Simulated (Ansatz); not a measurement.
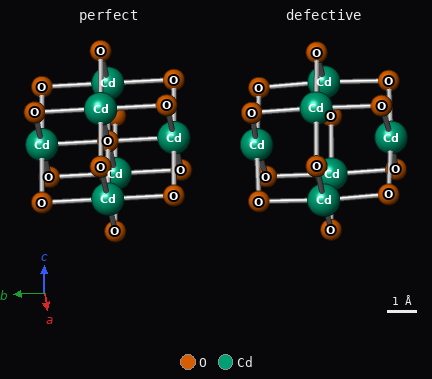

Left: perfect CdO. Right: the same region with one point defect, after relaxing the atoms in a supercell of 64 sites. A ball-and-stick model of the atoms within 3.8 Å of one point, seen from a free direction.

These are results of DFT, PBEsol, PAW, plane waves (Ansatz 0.2.0), not measurements. Settings: plane-wave cutoff 420 eV; k-point mesh 1 × 1 × 1; mesh shifted by (0.25, 0.25, 0.25); no spin polarisation. Fermi-Dirac smearing of 0.01 eV. The axes drawn are those of the host's conventional cell.

What kind of defect was made?

Answer. An oxygen atom is taken out (a vacancy).

The charge state of the cell is 0.

What does the relaxation do around it?

Answer. Around the empty O site the host had 6 Cd at 2.35 Å; after relaxation the nearest atoms are 6 Cd at 2.39 Å. Of the host's atoms, an oxygen atom moves furthest from its site, by 0.06 Å.
